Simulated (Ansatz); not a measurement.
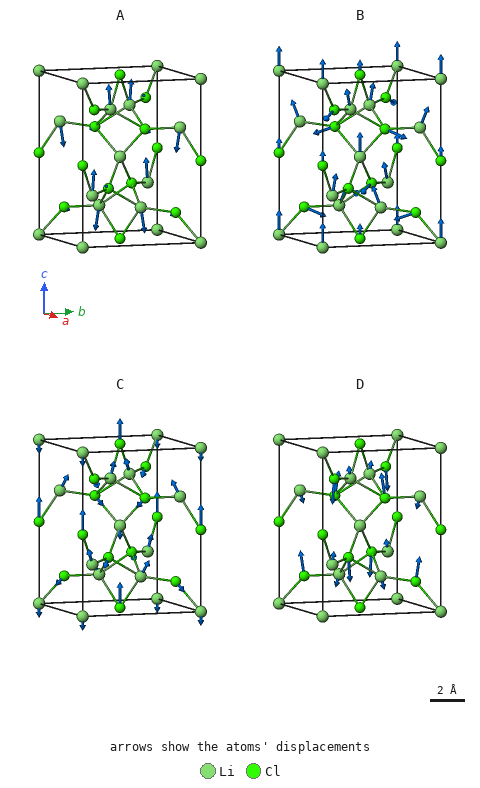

Four optical modes of solid LiCl (a generated structure) at the zone centre, in no order. The blue arrows are the displacements of the atoms (eigenvector over the root of the mass), of arbitrary overall length and sign. The picture is a ball-and-stick view of the conventional cell (2 times the calculation's cell), seen slightly off an axis. Lengths and directions refer to the drawn axes.

Computed with DFT PBE, scalar-relativistic, plane waves, PAW in Ansatz 0.2.0. Settings: plane-wave cutoff 420 eV; k-point mesh 4 × 4 × 4; occupations fixed; no spin polarisation.

Frequencies are those without the non-analytic (LO–TO) term.

> Order them from the lowest to the highest frequency (imaginary ones first).

D (131 cm⁻¹), C (169 cm⁻¹), B (225 cm⁻¹), A (315 cm⁻¹). D, A₁: The Li (2a) and Cl (2b) atoms stay at rest; atoms of one kind move against one another, with no net shift of any sublattice; the kinetic energy is shared as Cl 97 %, Li 3 %. C, B₂: It mainly bends the Cl–Li bonds; the kinetic energy is shared as Cl 83 %, Li 17 %. B, B₂: It stretches the Cl–Li bonds (2.47 Å); the kinetic energy is shared as Cl 85 %, Li 15 %. A, A₁: The Li (2a) and Cl (2b) atoms stay at rest; atoms of one kind move against one another, with no net shift of any sublattice; the kinetic energy is shared as Li 92 %, Cl 8 %.
